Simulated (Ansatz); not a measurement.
Ta$_{2}$N

```cif
data_structure
_symmetry_space_group_name_H-M 'P 1'
_symmetry_Int_Tables_number 1
_cell_length_a 3.1011
_cell_length_b 3.1011
_cell_length_c 4.8819
_cell_angle_alpha 90.000
_cell_angle_beta 90.000
_cell_angle_gamma 120.000
_cell_volume 40.66
loop_
_atom_site_label
_atom_site_type_symbol
_atom_site_fract_x
_atom_site_fract_y
_atom_site_fract_z
_atom_site_occupancy
Ta1 Ta 0.35261 0.73860 0.74491 1
Ta2 Ta 0.66667 0.33333 0.25509 1
N1 N 0.00000 0.00000 0.00000 1
```

Space group P1; a structure from a database of computed crystals, not necessarily the ambient phase; changed on purpose from its base cell (atom 1 (Ta) moved by (+0.200, +0.000) A along [1 1 0] and z); not relaxed (largest force 1.3 eV/Å); computed pressure about 2 GPa in this cell; computed without spin polarisation.

These are results of DFT PBE, scalar-relativistic, plane waves, PAW in Ansatz, not measurements.

In a PAW calculation such maps are meaningful between the atoms, not at the nuclei.

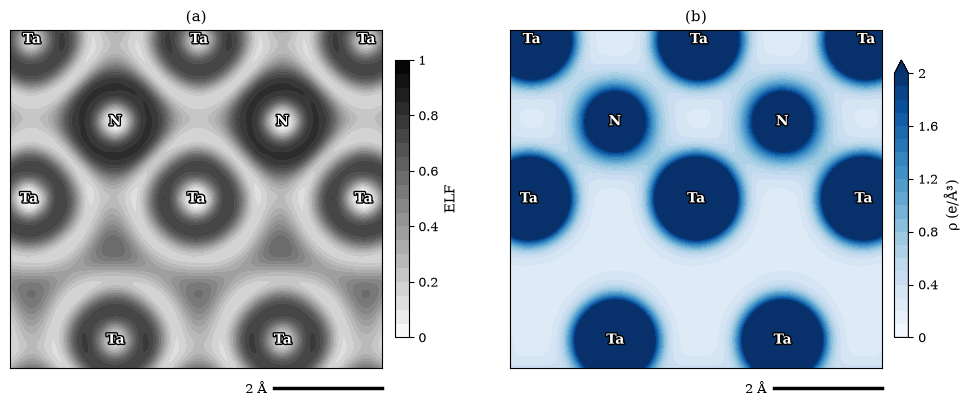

Figure 1. (a) electron localisation function; (b) valence pseudo-density on the (011̄) plane of the conventional cell.

> Interpret the plot.

Atoms in the plane: Ta and N. Ta–N (2.07 Å): the density is about 0.76 e/Å³ at the midpoint; the ELF peaks at about 0.80 in the valence shell of N, 0.6 Å from its nucleus, and drops to about 0.20 between the two atoms; no shared electron pair shows on this line. Ta–N (2.15 Å): ρ at the midpoint is about 0.64 e/Å³; the ELF peaks at about 0.80 in the valence shell of N, 0.6 Å from its nucleus, and drops to about 0.20 between the two atoms; no localised pair shows between them. Ta–Ta (2.96 Å): ρ is about 0.28 e/Å³ halfway; the ELF is about 0.25 at the midpoint: no shared electron pair shows on this line. Ta–Ta (3.02 Å): the density is about 0.26 e/Å³ at the midpoint; the ELF is about 0.35 at the midpoint. Ta–Ta (3.08 Å): ρ at the midpoint is about 0.25 e/Å³; the ELF is about 0.35 at the midpoint. Between the atoms the lowest density in this plane is 0.22 e/Å³. The features right at Ta lie inside the PAW spheres, where the map follows smoothed inner orbitals and isn't to be read closely.

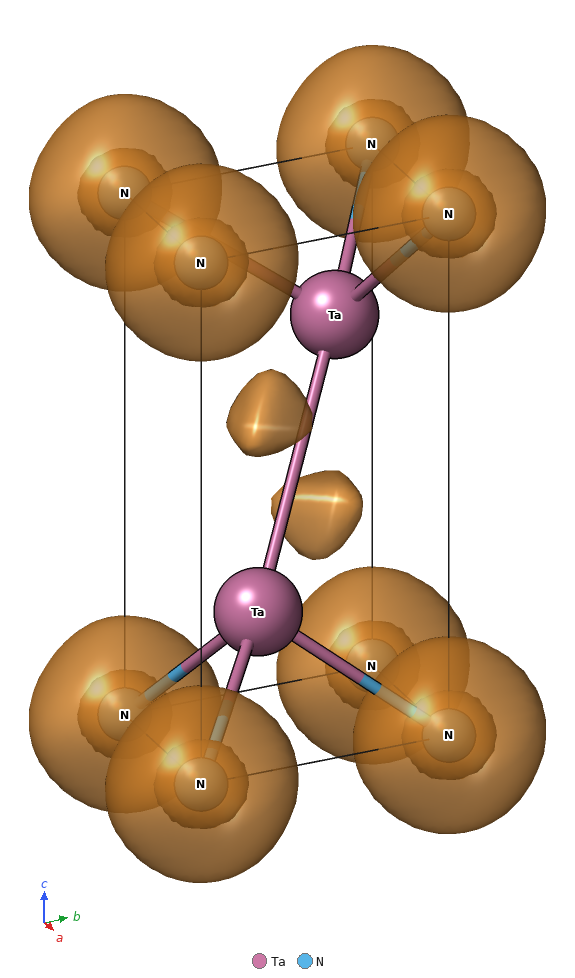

Figure 2. Isosurface of the electron localisation function at 0.65 (orange), seen slightly off an axis. Only the valence region is drawn (cores and ρ < 0.01 e/Å³ removed). Sticks mark near contacts.

> Where are the electrons localised?

At this value the surface marks out one region wrapped around N (its valence shell) and two pockets between the atoms, centred on no nucleus (multi-centre or interstitial), counted in one cell of 3 atoms. Regions shared between cells count once. Profiles from the grid: Ta–Ta (2.88 Å): the ELF is about 0.40 at the midpoint.

> Does the calculation give a band gap?

It is metallic or semimetallic at this level of theory: no gap opens; semilocal functionals without U, or without the true magnetic order, often close the gap of such compounds.
